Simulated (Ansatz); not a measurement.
# AlCu: a changed input and its effect

System: AlCu (Pm-3m, 2 atoms in the cell).
Method of run A: Kohn-Sham DFT of a periodic cell, PBE0, Ansatz PAW, no spin polarisation (Ansatz 0.2.0).

The structure derives from a Materials Project entry. Text and figures count atoms from 1; the logs count them from 0 in places.

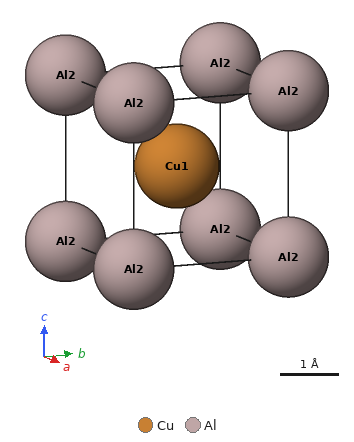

Fig. 1: The structure as given in the input (spheres-only view of the cell of the calculation, seen slightly off an axis; atoms are numbered from 1 in the order of the input).

**The input, run A**
```yaml
crystal:
  lattice:
    - [2.9569971555, 0.0, 0.0]
    - [0.0, 2.9569971555, 0.0]
    - [0.0, 0.0, 2.9569971555]
  atoms:
    - { symbol: Cu, position: [0.5, 0.5, 0.5] }
    - { symbol: Al, position: [0.0, 0.0, 0.0] }
hamiltonian:
  xc: pbe0
  pseudopotentials: { kind: paw }
kpoints:
  mp_grid: { grid: [4, 4, 4] }
scf:
  occupations: { method: fermi_dirac, width: 0.05 }
output:
  forces: true
  stress: true
  eigenvalues: true
  write_density: true
  write_potential: true
  elf: true
  volumetric_format: npy
```

Launched with:
```bash
ansatz run input.yaml --threads 2 --pin off --max-ram 5632MiB --backend cpu --events-out ev --progress --plain --runs-dir out
```

Hardware: 2 threads of Intel Xeon @ 2.70GHz, 189 GiB of memory available, shared host.

**Output, shortened to warnings, some set-up lines, iterations and results (run A)**
```
Warning: output.stress: scf.convergence.dr2_threshold = 1e-7 eV (the SCF's general default) is looser than the 2e-10 eV advised for a printed stress (1e-10 eV for each atom of the cell: 2). What an SCF threshold leaves in a stress goes as its square root, and in the free energy as the threshold itself, and one threshold admits the most on a small cell: of the crystals measured, under no hybrid …
Warning: output.stress: scf.exx.energy_threshold = 1e-6 eV is looser than the 2e-8 eV advised for a stress under a hybrid functional (1e-8 eV for each atom of the cell: 2). Every SCF of the exchange loop can meet its threshold on dr2 while the loop round them stops early: no threshold on dr2 bounds what that leaves in the stress. Set scf.exx.energy_threshold to 2e-8 eV or tighter. The threshold …
Basis set: ecut = 420 eV, 485 PW (Γ), exchange–correlation on 40×40×40 points (8 copies of the dense FFT grid, shifted against one another)
Symmetry: 48 space group operations
k-points: 10 of 64
Initial density: superposition of atomic densities (neutral atoms: chi_scale 0, normalization atom), corrected by the library's trained network
[...]
SCF iter   1: F=—  HF=-7162.806274 eV  |F-HF|=—  |Δ(HF+E_count)|=         —  Δρ=1.10e-2  dr2=1.56e-2  ethr=1.77e-3  ⟨swp⟩=8.8  Hψ=688  notcnv=0
SCF iter   2: F=—  HF=-7162.803501 eV  |F-HF|=—  |Δ(HF+E_count)|=   2.77e-3  Δρ=1.28e-3  dr2=3.79e-4  ethr=1.70e-6  ⟨swp⟩=3.2  Hψ=655  notcnv=0
SCF iter   3: F=—  HF=-7162.803332 eV  |F-HF|=—  |Δ(HF+E_count)|=   1.69e-4  Δρ=1.18e-3  dr2=1.73e-4  ethr=1.70e-6  ⟨swp⟩=3.3  Hψ=327  notcnv=0
SCF iter   4: F=—  HF=-7162.803313 eV  |F-HF|=—  |Δ(HF+E_count)|=   1.88e-5  Δρ=6.76e-5  dr2=7.66e-7  ethr=7.88e-7  ⟨swp⟩=2.8  Hψ=270  notcnv=0
SCF iter   5: F=—  HF=-7162.803314 eV  |F-HF|=—  |Δ(HF+E_count)|=   7.47e-7  Δρ=2.88e-5  dr2=1.30e-7  ethr=3.48e-9  ⟨swp⟩=4.3  Hψ=412  notcnv=0
[... 18 lines ...]
SCF iter   5: F=—  HF=-7162.372655 eV  |F-HF|=—  |Δ(HF+E_count)|=   6.61e-8  Δρ=9.59e-6  dr2=2.97e-8  ethr=1.55e-11  ⟨swp⟩=4.6  Hψ=448  notcnv=0
SCF iter   6: F=—  HF=-7162.372655 eV  |F-HF|=—  |Δ(HF+E_count)|=   4.71e-9  Δρ=1.38e-6  dr2=1.58e-8  ethr=1.55e-11  ⟨swp⟩=4.0  Hψ=388  notcnv=0
SCF iter   7: F=—  HF=-7162.372655 eV  |F-HF|=—  |Δ(HF+E_count)|=  1.13e-10  Δρ=8.80e-8  dr2=1.55e-8  ethr=1.30e-12  ⟨swp⟩=3.2  Hψ=311  notcnv=0
SCF iter   8: F=-7162.372655 eV  HF=-7162.372655 eV  |F-HF|=1.07e-9  |Δ(HF+E_count)|=   1.25e-7  Δρ=2.20e-6  dr2=1.16e-9  ethr=1.28e-12 (applied; sched 1.00e-12)  ⟨swp⟩=5.1  …
SCF 3 converged in 8 iterations: F = -7162.372655 eV  dr2 = 1.16e-9
  Residual-converged pass: ⟨swp⟩=1.8  Hψ=165  notcnv=0  max |occ|·‖R‖ = 2.4e-6 eV (tolerance 2.4e-6 eV)  dr2=1.16e-9  dr2_onsite=8.06e-10  max |Δocc| = 1.9e-18
hybrid outer 2: dexx = +6.611e-7 eV, tail = 5.46e-8 eV, Δε = 5.54e-3 eV (about 2.52e-4 eV left of the loop's levels)
hybrid SCF converged: 2 outer / 18 inner (+7 warm-up), last move |dexx| = 6.61e-7 eV, tail = 5.46e-8 eV
Stability not checked: this state was not tested for a lower state beside it, because the functional holds exact exchange (a hybrid, or Hartree-Fock), whose exchange loop this test does not read (fock_operator; see scf.lower_state_search)
Free energy (F): -7162.372655 eV
Frozen-core exchange: fock
Harris-Foulkes:  -7162.372655 eV  (|F-HF|=1.07e-9)
Internal energy: -7162.369671 eV  (E = F + TS)
E sigma→0 (E₀):  -7162.371163 eV
Entropy (-TS):   -0.002985 eV (-1.492 meV/atom)
Fermi energy:    13.600977 eV
--- Per-component energies (eV) ---
  E_band       = -487.869551
  E_kinetic    = 325.945253
  E_local      = -5173.006921  (includes V_loc(G=0)·N_el)
  E_nonlocal   = 404.778027
  E_hartree    = 2323.579319
  E_xc         = -100.970726
  E_vxc        = -113.122391  (∫ρ·V_xc dr)
  E_exx        = -121.395780  (= α·E_x^exact, valence–valence)
  E_paw        = -2042.327093  (= ΣΔE_a)
  E_vpaw       = -336.829750  (= ΣTr[D̂ρ^β])
  E_aug_tail   = 0.000335  (compensation charges beyond the density's cutoff)
  E_ewald      = -2778.692979
  E_core_change = -0.279107  (= ΣΔE_core)
  E_smearing   = -0.002985  (= −TS)
  E_closure    = -0.000000  (closes the sum)
  Σ components = -7162.372655   (vs F -7162.372655, Δ=0.00e0)
--- Forces (eV/Å), atoms counted from 1 ---
  atom   1  Cu     0.00000000     0.00000000     0.00000000
  atom   2  Al    -0.00000000     0.00000000     0.00000000
  max |Σ_I F_I| component: 1.30e-28 eV/Å
--- Stress (GPa, compression-positive) ---
        3.035439       0.000000       0.000000
        0.000000       3.035439       0.000000
        0.000000       0.000000       3.035439
  P = ⅓ Tr σ = 3.0354 GPa (30.354 kbar)
```

For run B the input was changed thus:
```diff
-    - [2.9569971555, 0.0, 0.0]
-    - [0.0, 2.9569971555, 0.0]
-    - [0.0, 0.0, 2.9569971555]
+    - [3.0562986117, 0.0, 0.0]
+    - [0.0, 3.0562986117, 0.0]
+    - [0.0, 0.0, 3.0562986117]
```

How does run B compare with run A?

With the same functional and potentials, run B lies 24.9 meV per atom higher. The pressure goes from 3.04 to −7.54 GPa. The volume per atom goes from 12.93 to 14.27 Å³. The SCF takes 24 iterations against 25. The plane waves at Γ go from 485 to 587.

**Output, shortened to warnings, some set-up lines, iterations and results (run B)**
```
Warning: output.stress: scf.convergence.dr2_threshold = 1e-7 eV (the SCF's general default) is looser than the 2e-10 eV advised for a printed stress (1e-10 eV for each atom of the cell: 2). What an SCF threshold leaves in a stress goes as its square root, and in the free energy as the threshold itself, and one threshold admits the most on a small cell: of the crystals measured, under no hybrid …
Warning: output.stress: scf.exx.energy_threshold = 1e-6 eV is looser than the 2e-8 eV advised for a stress under a hybrid functional (1e-8 eV for each atom of the cell: 2). Every SCF of the exchange loop can meet its threshold on dr2 while the loop round them stops early: no threshold on dr2 bounds what that leaves in the stress. Set scf.exx.energy_threshold to 2e-8 eV or tighter. The threshold …
Basis set: ecut = 420 eV, 587 PW (Γ), exchange–correlation on 48×48×48 points (8 copies of the dense FFT grid, shifted against one another)
Symmetry: 48 space group operations
k-points: 10 of 64
Initial density: superposition of atomic densities (neutral atoms: chi_scale 0, normalization atom), corrected by the library's trained network
[...]
SCF iter   1: F=—  HF=-7162.780714 eV  |F-HF|=—  |Δ(HF+E_count)|=         —  Δρ=1.07e-2  dr2=1.69e-2  ethr=1.77e-3  ⟨swp⟩=8.2  Hψ=670  notcnv=1
SCF iter   2: F=—  HF=-7162.777425 eV  |F-HF|=—  |Δ(HF+E_count)|=   3.29e-3  Δρ=1.32e-3  dr2=5.56e-4  ethr=2.56e-6  ⟨swp⟩=3.3  Hψ=655  notcnv=0  defer=1
SCF iter   3: F=—  HF=-7162.777211 eV  |F-HF|=—  |Δ(HF+E_count)|=   2.14e-4  Δρ=1.07e-3  dr2=1.83e-4  ethr=2.53e-6  ⟨swp⟩=3.4  Hψ=314  notcnv=0  defer=1
SCF iter   4: F=—  HF=-7162.777187 eV  |F-HF|=—  |Δ(HF+E_count)|=   2.34e-5  Δρ=7.93e-5  dr2=1.27e-6  ethr=8.31e-7  ⟨swp⟩=3.2  Hψ=278  notcnv=0  defer=1
SCF iter   5: F=—  HF=-7162.777188 eV  |F-HF|=—  |Δ(HF+E_count)|=   6.40e-7  Δρ=1.31e-5  dr2=3.64e-8  ethr=5.79e-9  ⟨swp⟩=4.4  Hψ=393  notcnv=0  defer=1
[... 18 lines ...]
SCF iter   4: F=—  HF=-7162.322867 eV  |F-HF|=—  |Δ(HF+E_count)|=   3.82e-5  Δρ=1.04e-4  dr2=1.99e-6  ethr=4.16e-11  ⟨swp⟩=5.2  Hψ=599  notcnv=0
SCF iter   5: F=—  HF=-7162.322866 eV  |F-HF|=—  |Δ(HF+E_count)|=   6.20e-7  Δρ=9.34e-6  dr2=5.69e-8  ethr=4.16e-11  ⟨swp⟩=5.1  Hψ=526  notcnv=0
SCF iter   6: F=—  HF=-7162.322866 eV  |F-HF|=—  |Δ(HF+E_count)|=   3.39e-9  Δρ=1.36e-6  dr2=4.17e-8  ethr=4.16e-11  ⟨swp⟩=2.2  Hψ=261  notcnv=0
SCF iter   7: F=-7162.322866 eV  HF=-7162.322866 eV  |F-HF|=5.33e-9  |Δ(HF+E_count)|=   2.90e-7  Δρ=3.51e-6  dr2=3.81e-9  ethr=1.34e-12 (applied; sched 1.16e-12)  ⟨swp⟩=5.1  …
SCF 4 converged in 7 iterations: F = -7162.322866 eV  dr2 = 3.81e-9
  Residual-converged pass: ⟨swp⟩=1.4  Hψ=158  notcnv=0  max |occ|·‖R‖ = 2.2e-6 eV (tolerance 2.4e-6 eV)  dr2=3.81e-9  dr2_onsite=5.00e-9  max |Δocc| = 8.4e-15
hybrid outer 3: dexx = +1.428e-5 eV, tail = 4.80e-8 eV, Δε = 5.50e-2 eV (about 6.99e-4 eV left of the loop's levels)
hybrid SCF converged: 3 outer / 17 inner (+7 warm-up), last move |dexx| = 1.43e-5 eV, tail = 4.80e-8 eV
Stability not checked: this state was not tested for a lower state beside it, because the functional holds exact exchange (a hybrid, or Hartree-Fock), whose exchange loop this test does not read (fock_operator; see scf.lower_state_search)
Free energy (F): -7162.322866 eV
Frozen-core exchange: fock
Harris-Foulkes:  -7162.322866 eV  (|F-HF|=5.33e-9)
Internal energy: -7162.318583 eV  (E = F + TS)
E sigma→0 (E₀):  -7162.320724 eV
Entropy (-TS):   -0.004284 eV (-2.142 meV/atom)
Fermi energy:    11.693097 eV
--- Per-component energies (eV) ---
  E_band       = -513.725336
  E_kinetic    = 323.118114
  E_local      = -5327.685073  (includes V_loc(G=0)·N_el)
  E_nonlocal   = 406.812291
  E_hartree    = 2389.083696
  E_xc         = -99.655661
  E_vxc        = -111.395209  (∫ρ·V_xc dr)
  E_exx        = -121.150322  (= α·E_x^exact, valence–valence)
  E_paw        = -2044.151675  (= ΣΔE_a)
  E_vpaw       = -340.446573  (= ΣTr[D̂ρ^β])
  E_aug_tail   = 0.000294  (compensation charges beyond the density's cutoff)
  E_ewald      = -2688.411140
  E_core_change = -0.279107  (= ΣΔE_core)
  E_smearing   = -0.004284  (= −TS)
  E_closure    = 0.000000  (closes the sum)
  Σ components = -7162.322866   (vs F -7162.322866, Δ=9.09e-13)
--- Forces (eV/Å), atoms counted from 1 ---
  atom   1  Cu     0.00000000    -0.00000000    -0.00000000
  atom   2  Al    -0.00000000     0.00000000     0.00000000
  max |Σ_I F_I| component: 5.22e-29 eV/Å
--- Stress (GPa, compression-positive) ---
       -7.541221       0.000000      -0.000000
       -0.000000      -7.541221       0.000000
        0.000000       0.000000      -7.541221
  P = ⅓ Tr σ = -7.5412 GPa (-75.412 kbar)
```

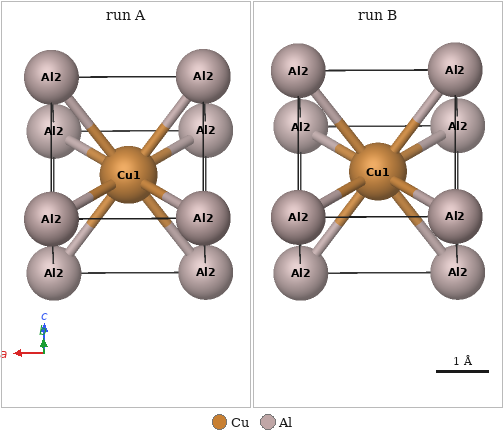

Fig. 2: The two input geometries at one scale (ball-and-stick view of the cell of the calculation, seen at an oblique angle). No atom moves by more than 0.005 Å relative to the cell. The drawn cell changes as follows: a = b = c 2.957 → 3.056 Å (+3.4 %); the volume changes by +10.4 %. Among the contacts that change: Cu1–Al2 2.561 → 2.647 Å.

**The two runs side by side**

| quantity | run A | run B |
| --- | --- | --- |
| outcome | converged | converged |
| free energy per atom (eV) | −3581.1863 | −3581.1614 |
| energy per atom, smearing taken to zero (eV) | −3581.1856 | −3581.1604 |
| gap on the mesh (eV) | 0.00 | 0.00 |
| pressure (GPa) | 3.04 | −7.54 |
| volume per atom (Å³) | 12.93 | 14.27 |
| largest force (eV/Å) | 0.000 | 0.000 |
| SCF iterations | 25 | 24 |
| irreducible k-points | 10 | 10 |
| plane waves at Γ | 485 | 587 |
| wall time (shared host) | 10 s | 11 s |

For both runs: Warnings: the exchange loop's threshold is looser than advised for the stress; the SCF threshold is looser than advised for the printed stress. The k-point mesh is coarse for a cell of this size, so the results may not be converged.
